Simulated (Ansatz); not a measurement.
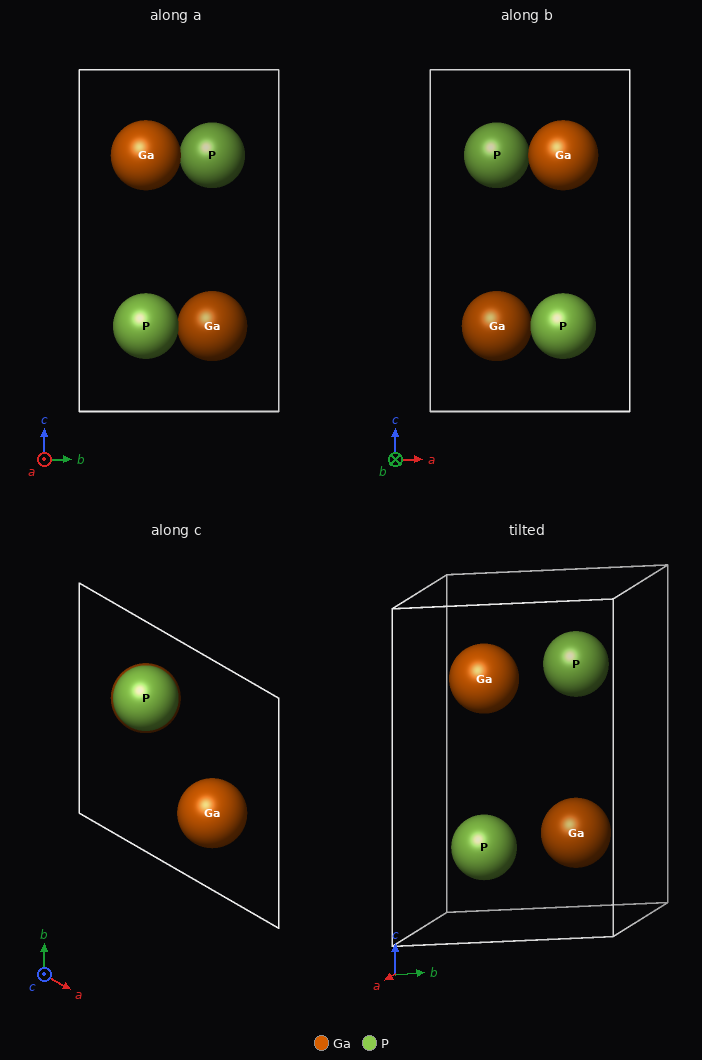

The structure above is drawn in spheres-only style and viewed along the a axis, along the b axis, along the c axis and slightly off an axis. The edges of the conventional unit cell are marked.

Lattice parameters: a = 3.993 Å, b = 3.993 Å, c = 5.929 Å, α = 90.00°, β = 90.00°, γ = 120.00°. Put a along x and b in the xy plane.

Convert the drawing into a POSCAR file.

```
Ga P
1.0
     3.993    0.000    0.000
    -1.997    3.458    0.000
     0.000    0.000    5.929
Ga P
2 2
Direct
  0.3333 0.6667 0.2500
  0.6667 0.3333 0.7500
  0.6667 0.3333 0.2500
  0.3333 0.6667 0.7500
```

Starting structure: a structure type filled with these elements by a generator (whether the compound takes this form wasn't checked). Earlier steps of the study may have refined or changed the cell and positions. A calculation with Ansatz used it as input.
